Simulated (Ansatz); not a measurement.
AlAs: single-point calculation

The run: single-point calculation of AlAs (slab, 12 atoms in the cell). Method and program: DFT PBE, scalar-relativistic, plane waves, PAW, no spin polarisation (Ansatz 0.2.0).

The structure derives from an entry of the Crystallography Open Database. It belongs to a series of runs on one base structure; here: (1 1 0) slab cut from the bulk. Figures and captions count atoms from 1; the log counts them from 0 in places.

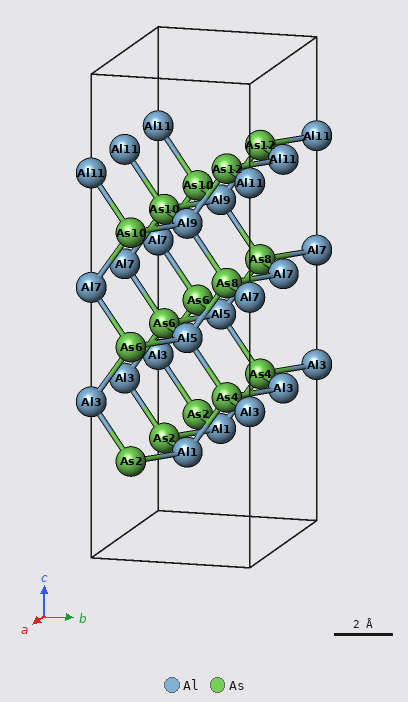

The input geometry (ball-and-stick view of the 2 × 1 repeat of the cell, with the vacuum cut short, seen slightly off an axis; atoms are numbered from 1 in the order of the input). An atom can appear more than once, as a periodic image.

## The input
```yaml
crystal:
  lattice:
    - [4.0500342343, 0.0, 0.0]
    - [0.0, 5.7276133423, 0.0]
    - [0.0, 0.0, 25.1250855858]
  atoms:
    - { symbol: Al, position: [0.5, 0.5, 0.2985064459] }
    - { symbol: As, position: [0.0, 0.25, 0.2985064459] }
    - { symbol: Al, position: [0.0, 0.0, 0.3791038675] }
    - { symbol: As, position: [0.5, 0.75, 0.3791038675] }
    - { symbol: Al, position: [0.5, 0.5, 0.4597012892] }
    - { symbol: As, position: [0.0, 0.25, 0.4597012892] }
    - { symbol: Al, position: [0.0, 0.0, 0.5402987108] }
    - { symbol: As, position: [0.5, 0.75, 0.5402987108] }
    - { symbol: Al, position: [0.5, 0.5, 0.6208961325] }
    - { symbol: As, position: [0.0, 0.25, 0.6208961325] }
    - { symbol: Al, position: [0.0, 0.0, 0.7014935541] }
    - { symbol: As, position: [0.5, 0.75, 0.7014935541] }
basis:
  ecutwfc: 420
kpoints:
  mp_grid: { grid: [7, 5, 1] }
hamiltonian:
  xc: pbe
scf:
  occupations: { method: gaussian, width: 0.05 }
output:
  forces: true
  stress: true
  eigenvalues: true
efield:
  axis: 3
  dipole_correction: true
  ramp_width: 0.04
```

Hardware: 1 thread of Intel Xeon @ 2.50GHz (Skylake/Cascade Lake), 189 GiB of memory available, shared host.

Launch command:
```bash
ansatz run input.yaml --threads 1 --pin off --max-ram 2560MiB --backend cpu --events-out ev --progress --plain --runs-dir out
```

## What the program printed
```
Engine: ansatz 0.2.0, x86_64-unknown-linux-gnu
Pseudopotentials: kind: paw
Pseudopotential: Al, paw, valence charge 3, recommended cutoff 420 eV (normal), Al.paw.azcp
Pseudopotential: As, paw, valence charge 15, recommended cutoff 420 eV (normal), As.paw.azcp
Functional definition: PBE
  parameter kappa = 0.804
  parameter beta = 0.06672455060314922
  exchange = pbe_x(kappa = kappa, mu = beta*pi^2/3)
  correlation = pbe_c(beta = beta)
Crystal: 12 atoms, lattice volume = 582.827 Å³
Basis set: ecut = 420 eV, 11433 PW (Γ), exchange–correlation on 60×80×360 points (8 copies of the dense FFT grid, shifted against one another)
Bands: 66, of which v1, the nominal top of the filled ones, is band 54 counted from 1 (53 counted from 0)
Symmetry: 2 space group operations
k-points: 12 of 35 (time reversal used)
Non-local potential: Al, projectors of the file, l = 0: 2, l = 1: 2, l = 2: 1
Non-local potential: As, projectors of the file, l = 0: 2, l = 1: 2, l = 2: 3, l = 3: 1
PAW form: soft (Blöchl's): semilocal exchange-correlation on the pseudo side does not see the compensation charge
PAW one-centre angular grid: Al, 110 points (default); XC on 64 Gauss nodes
PAW one-centre angular grid: As, 590 points (default); XC on 64 Gauss nodes
Initial density: superposition of atomic densities (neutral atoms: chi_scale 0, normalization atom), corrected by the library's trained network
Initial wavefunctions: pseudopotential atomic-orbital guess
Functional: x = pbe(κ = 0.804, μ = 0.2195149727645171), c = pbe(β = 0.06672455060314922)
SCF iter   1: F=—  HF=-32364.209586 eV  |F-HF|=—  |Δ(HF+E_count)|=         —  Δρ=1.75e-3  dr2=4.30e-2  ethr=1.77e-3  p=0.000 e·Å  D=6.14e-14 V/Å  ΔV_dip=-0.00 eV  dr2_dipole=1.28e-8  V_vac-E_F(+/−)=4.54/4.54 eV  ⟨swp⟩=7.0  Hψ=3242  notcnv=0  defer=5
efield: sawtooth ramp at fractional position 0.9800 (placed from the atoms, in the widest stretch of the axis that holds none; the zero of the levels goes with the place), width 0.0400; the density the first Hamiltonian is built on has a dipole p = 0.000 e·Å; the dipole correction subtracts the counter field D = 6.14e-14 V/Å, which shifts the + side's vacuum level by -0.00 eV against the − side's; the planar-averaged density in the ramp window peaks in size at 1.7e-5 e/Å³
preconditioner: auto → Resta (q_TF=auto, 2.060 Å⁻¹)  ε∞=2.9  [insulator: Δε(μ)=0.731 eV  Ē_g=7.690 eV  σ=0.050 eV  W_gap=1.00  n_scr=92 (ndim 8)  ℏωp=10.7 eV  f_vac=0.465  D(μ)=0.00/eV (n_scr^D=0)  ε∞_Penn≈2.9  vacuum switching on, ρ_ref=4.3e-3 e/Å³]
SCF iter   2: F=—  HF=-32364.204080 eV  |F-HF|=—  |Δ(HF+E_count)|=   5.51e-3  Δρ=8.64e-4  dr2=7.98e-3  ethr=3.98e-5  p=-0.000 e·Å  D=-1.63e-5 V/Å  ΔV_dip=0.00 eV  dr2_dipole=9.17e-8  V_vac-E_F(+/−)=4.50/4.50 eV  ⟨swp⟩=2.0  Hψ=1184  notcnv=0  defer=46
SCF iter   3: F=—  HF=-32364.204892 eV  |F-HF|=—  |Δ(HF+E_count)|=   8.12e-4  Δρ=3.45e-4  dr2=2.11e-3  ethr=7.39e-6  p=0.000 e·Å  D=5.56e-5 V/Å  ΔV_dip=-0.00 eV  dr2_dipole=1.23e-6  V_vac-E_F(+/−)=4.47/4.47 eV  ⟨swp⟩=2.0  Hψ=1129  notcnv=0  defer=46
SCF iter   4: F=—  HF=-32364.204916 eV  |F-HF|=—  |Δ(HF+E_count)|=   2.42e-5  Δρ=1.37e-4  dr2=4.78e-4  ethr=1.95e-6  p=-0.000 e·Å  D=-1.14e-4 V/Å  ΔV_dip=0.00 eV  dr2_dipole=4.91e-6  V_vac-E_F(+/−)=4.47/4.47 eV  ⟨swp⟩=2.0  Hψ=1129  notcnv=0  defer=46
SCF iter   5: F=—  HF=-32364.204968 eV  |F-HF|=—  |Δ(HF+E_count)|=   5.14e-5  Δρ=5.37e-5  dr2=7.92e-5  ethr=4.42e-7  p=0.001 e·Å  D=2.10e-4 V/Å  ΔV_dip=-0.01 eV  dr2_dipole=1.66e-5  V_vac-E_F(+/−)=4.46/4.46 eV  ⟨swp⟩=2.0  Hψ=891  notcnv=0  defer=46
SCF iter   6: F=—  HF=-32364.205187 eV  |F-HF|=—  |Δ(HF+E_count)|=   2.19e-4  Δρ=2.87e-5  dr2=4.76e-5  ethr=7.34e-8  p=-0.001 e·Å  D=-3.06e-4 V/Å  ΔV_dip=0.01 eV  dr2_dipole=3.52e-5  V_vac-E_F(+/−)=4.47/4.46 eV  ⟨swp⟩=2.0  Hψ=883  notcnv=0  defer=53
SCF iter   7: F=—  HF=-32364.205185 eV  |F-HF|=—  |Δ(HF+E_count)|=   1.14e-6  Δρ=1.68e-5  dr2=3.08e-6  ethr=4.41e-8  p=0.000 e·Å  D=3.93e-5 V/Å  ΔV_dip=-0.00 eV  dr2_dipole=5.61e-7  V_vac-E_F(+/−)=4.46/4.46 eV  ⟨swp⟩=2.0  Hψ=819  notcnv=0  defer=57
SCF iter   8: F=—  HF=-32364.205189 eV  |F-HF|=—  |Δ(HF+E_count)|=   3.37e-6  Δρ=6.45e-6  dr2=3.74e-7  ethr=2.85e-9  p=0.000 e·Å  D=7.82e-6 V/Å  ΔV_dip=-0.00 eV  dr2_dipole=2.36e-8  V_vac-E_F(+/−)=4.46/4.46 eV  ⟨swp⟩=2.0  Hψ=998  notcnv=0  defer=64
SCF iter   9: F=-32364.205189 eV  HF=-32364.205189 eV  |F-HF|=2.16e-8  |Δ(HF+E_count)|=   6.56e-7  Δρ=1.38e-6  dr2=1.82e-8  ethr=9.26e-11  p=0.000 e·Å  D=1.14e-6 V/Å  ΔV_dip=-0.00 eV  dr2_dipole=4.17e-10  V_vac-E_F(+/−)=4.46/4.46 eV  ⟨swp⟩=14.4  Hψ=3634  notcnv=0
SCF 1 converged in 9 iterations: F = -32364.205189 eV  dr2 = 1.82e-8
  greatest PAW one-centre occupation: 0.999 electrons in one spin orbital (limit 2), on the As atom at site 1 (counted from 0), in its partial waves of l = 2
```

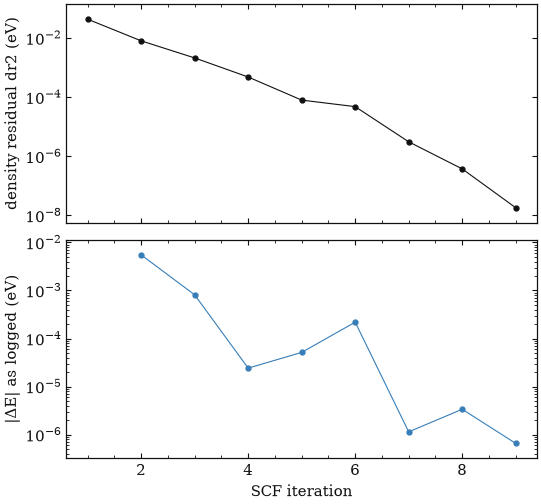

Convergence of the self-consistent field: density residual dr2 and size of the energy change against the SCF iteration. The residual falls at every step.

```
SCF converged after 9 iterations
Free energy (F): -32364.205189 eV
Harris-Foulkes:  -32364.205189 eV  (|F-HF|=2.16e-8)
Internal energy: -32364.205189 eV  (E = F + TS)
E sigma→0 (E₀):  -32364.205189 eV
Fermi energy:    0.810045 eV
Dipole field:    D = -0.000015 V/Å  (p = -0.000048 e·Å, saw-weighted, corrected)
Work function:   Φ+ = 4.4605 eV   Φ− = 4.4601 eV
Levels:          The Fermi level and band energies are counted from a zero that moves with the ramp; work functions are not
--- Per-component energies (eV) ---
  E_band       = -2226.558529
  E_kinetic    = 747.088881
  E_local      = -64636.276332  (includes V_loc(G=0)·N_el)
  E_nonlocal   = -3960.460382
  E_hartree    = 32448.383556
  E_xc         = -707.456664
  E_vxc        = -640.895229  (∫ρ·V_xc dr)
  E_paw        = -13816.831974  (= ΣΔE_a)
  E_vpaw       = 1367.235932  (= ΣTr[D̂ρ^β])
  E_aug_tail   = 0.000039  (compensation charges beyond the density's cutoff)
  E_efield     = 0.000000  (sawtooth field / dipole correction)
  E_vefield    = 0.000000  (∫n·V_field dr)
  E_ewald      = 17561.347688
  E_smearing   = -0.000000  (= −TS)
  E_closure    = -0.000000  (closes the sum)
  Σ components = -32364.205189   (vs F -32364.205189, Δ=0.00e0)
--- Forces (eV/Å), atoms counted from 1 ---
  atom   1  Al     0.00000000    -1.13301746     1.37263726
  atom   2  As     0.00000000     0.38442298    -1.17769401
  atom   3  Al     0.00000000     0.32500015     0.10489034
  atom   4  As     0.00000000     0.53808965    -0.50926860
  atom   5  Al     0.00000000    -0.17420770     0.12450257
  atom   6  As     0.00000000     0.05968413     0.15647560
  atom   7  Al     0.00000000    -0.17420896    -0.12451179
  atom   8  As     0.00000000     0.05968306    -0.15646315
  atom   9  Al     0.00000000     0.32500229    -0.10489878
  atom  10  As     0.00000000     0.53808858     0.50927754
  atom  11  Al     0.00000000    -1.13301356    -1.37263796
  atom  12  As     0.00000000     0.38442661     1.17769927
  max |Σ_I F_I| component: 5.02e-5 eV/Å
--- Stress (GPa, compression-positive) ---
       -0.750732      -0.000000      -0.000000
       -0.000000      -0.783467       0.000006
       -0.000000       0.000006      -0.023656
  P = ⅓ Tr σ = -0.5193 GPa (-5.193 kbar)
--- Band table (eV; the first three rows and the last of 12) ---
  k-point 0: bands = ["-34.1568", "-34.1568", "-34.1497", "-34.1497", "-34.1435", "-34.1435", "-34.1308", "-34.1308", "-34.1253", "-34.1253", "-34.0253", "-34.0246", "-34.0198", "-34.0192", "-34.0178", "-34.0174", "-34.0093", "-34.0092", "-34.0086", "-34.0083", "-33.6524", "-33.6523", "-33.6486", "-33.6485", "-33.5794", "-33.5793", "-33.5621", "-33.5621", "-33.5454", "-33.5453", "-11.1690", "-10.7361", "-10.1061", "-9.5731", "-9.2732", "-9.2414", "-4.8370", "-4.5365", "-4.1312", "-3.2579", "-2.6141", "-2.5878", "-1.8365", "-1.8173", "-1.5911", "-1.2860", "-1.1866", "-0.6072", "-0.5827", "-0.0466", "0.2848", "0.3300", "0.3307", "0.3690", "1.1554", "1.8080", "2.2946", "2.8418", "3.3119", "3.4585", "3.5239", "4.0328", "4.0977", "4.5462", "4.7409", "4.8106"]
  k-point 1: bands = ["-34.1568", "-34.1568", "-34.1497", "-34.1497", "-34.1435", "-34.1435", "-34.1308", "-34.1308", "-34.1253", "-34.1253", "-34.0253", "-34.0247", "-34.0197", "-34.0193", "-34.0178", "-34.0175", "-34.0093", "-34.0092", "-34.0086", "-34.0084", "-33.6524", "-33.6523", "-33.6486", "-33.6485", "-33.5794", "-33.5793", "-33.5621", "-33.5621", "-33.5454", "-33.5453", "-11.0498", "-10.6403", "-10.0724", "-9.7283", "-9.3855", "-9.3699", "-4.5925", "-4.5272", "-4.3246", "-3.6889", "-2.5180", "-2.1715", "-2.0191", "-1.5119", "-1.4629", "-1.0822", "-0.9691", "-0.8359", "-0.5564", "-0.1048", "0.1134", "0.1264", "0.1951", "0.4610", "1.6048", "1.6709", "2.4955", "3.0196", "3.2533", "3.2809", "3.4726", "3.7287", "3.8587", "4.6877", "4.9886", "5.1336"]
  k-point 2: bands = ["-34.1568", "-34.1568", "-34.1497", "-34.1497", "-34.1435", "-34.1435", "-34.1308", "-34.1308", "-34.1253", "-34.1253", "-34.0251", "-34.0249", "-34.0196", "-34.0194", "-34.0177", "-34.0176", "-34.0092", "-34.0092", "-34.0085", "-34.0084", "-33.6524", "-33.6523", "-33.6486", "-33.6485", "-33.5794", "-33.5793", "-33.5621", "-33.5621", "-33.5454", "-33.5453", "-10.7124", "-10.4056", "-10.1731", "-10.0937", "-9.5607", "-9.5141", "-4.7171", "-4.6034", "-3.9101", "-3.7263", "-3.1584", "-2.3898", "-1.3101", "-1.1446", "-1.0957", "-0.8048", "-0.7217", "-0.5517", "-0.5349", "-0.5047", "-0.1660", "-0.1271", "0.2756", "0.3390", "1.5093", "1.5104", "2.8597", "3.0091", "3.1509", "3.4599", "3.4850", "3.7618", "4.2546", "4.5176", "4.9683", "5.0614"]
  k-point 11: bands = ["-34.1564", "-34.1563", "-34.1497", "-34.1496", "-34.1438", "-34.1438", "-34.1311", "-34.1311", "-34.1246", "-34.1246", "-34.0245", "-34.0245", "-34.0198", "-34.0198", "-34.0174", "-34.0174", "-34.0095", "-34.0095", "-34.0080", "-34.0079", "-33.6516", "-33.6515", "-33.6489", "-33.6489", "-33.5793", "-33.5793", "-33.5624", "-33.5624", "-33.5449", "-33.5449", "-10.0135", "-9.8935", "-9.6937", "-9.6423", "-8.9870", "-8.9731", "-4.8707", "-4.6857", "-4.6226", "-4.5559", "-4.3106", "-4.2928", "-2.6254", "-2.5142", "-2.1404", "-1.9769", "-1.6240", "-1.4486", "-1.2201", "-1.0180", "-0.9399", "-0.6301", "0.2740", "0.3907", "1.3679", "1.4564", "3.3526", "3.4076", "3.8156", "4.0698", "4.2674", "4.4806", "4.8764", "4.9899", "5.2332", "5.3553"]
```

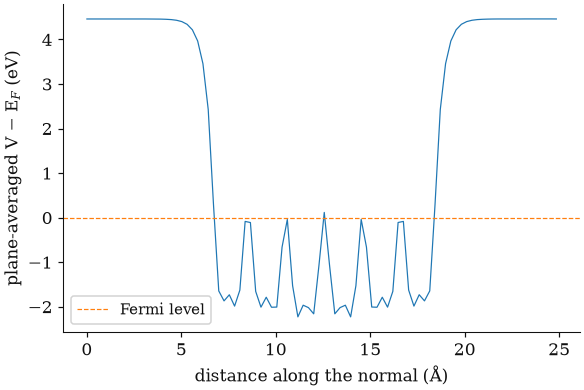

Plane average of the electrostatic potential energy of an electron across the cell, from the Fermi level. The vacuum level lies 4.46 eV above the Fermi level.

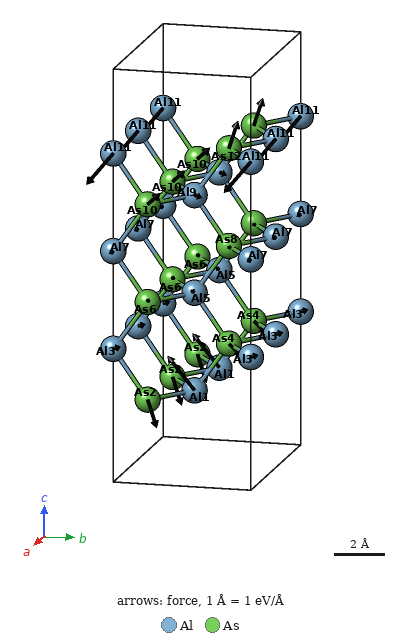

Forces on the atoms as black arrows (ball-and-stick view of the 2 × 1 repeat of the cell, with the vacuum cut short, seen slightly off an axis; atoms are numbered from 1 in the order of the input). The largest act on Al1, Al11 (1.78 eV/Å); As2, As12 (1.24 eV/Å); As4, As10 (0.74 eV/Å). The geometry is not a stationary point of this energy.

## Results in brief

| quantity | value |
| --- | --- |
| outcome | converged |
| electrons treated | 108 |
| free energy | −32364.2052 eV |
| work function, top face | 4.46 eV |
| work function, bottom face | 4.46 eV |
| Fermi energy | 0.810 eV |
| gap on the k-point mesh | 0.69 eV |
| work function (upper face) | 4.46 eV |
| largest force (length of the vector) | 1.780 eV/Å |
| wall time | 99 s |
| peak memory | 0.81 GiB |
